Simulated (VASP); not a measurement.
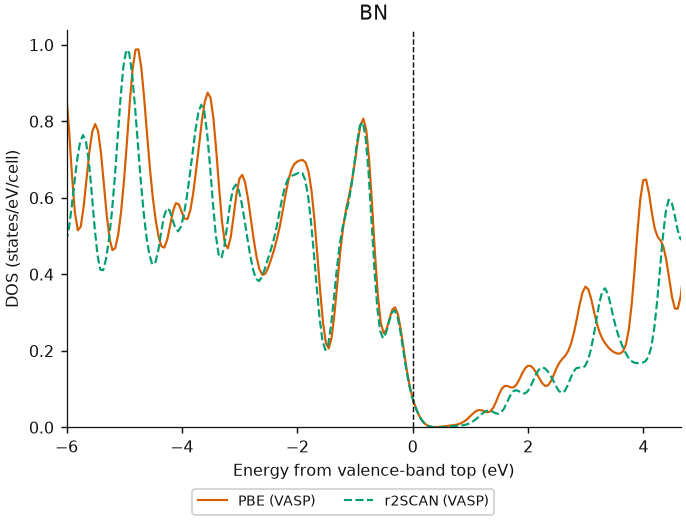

Total densities of states of BN, space group I4/mmm, 2 atoms in the cell, rocksalt type, biaxial (xy) strain +1.9%, by two methods on the same cell. The curves are built from the levels of the k mesh with Gaussians 0.3 eV wide, which also blur the band edges. Each is counted from its own valence-band top.

How do the methods compare?

PBE (VASP) gives a gap of 0.65 eV and r2SCAN (VASP) gives a gap of 0.76 eV. In the window shown, the tallest filled peak lies at −4.8 eV in PBE (VASP) and −5.0 eV in r2SCAN (VASP).

Settings. PBE (VASP): DFT, PBE, plane waves, PAW, 12×12×12 k mesh, 520 eV cutoff, Fermi-Dirac smearing of 0.02 eV (VASP). r2SCAN (VASP): DFT, r2SCAN, plane waves, PAW, 12×12×12 k mesh, 520 eV cutoff (VASP 6.6.1).
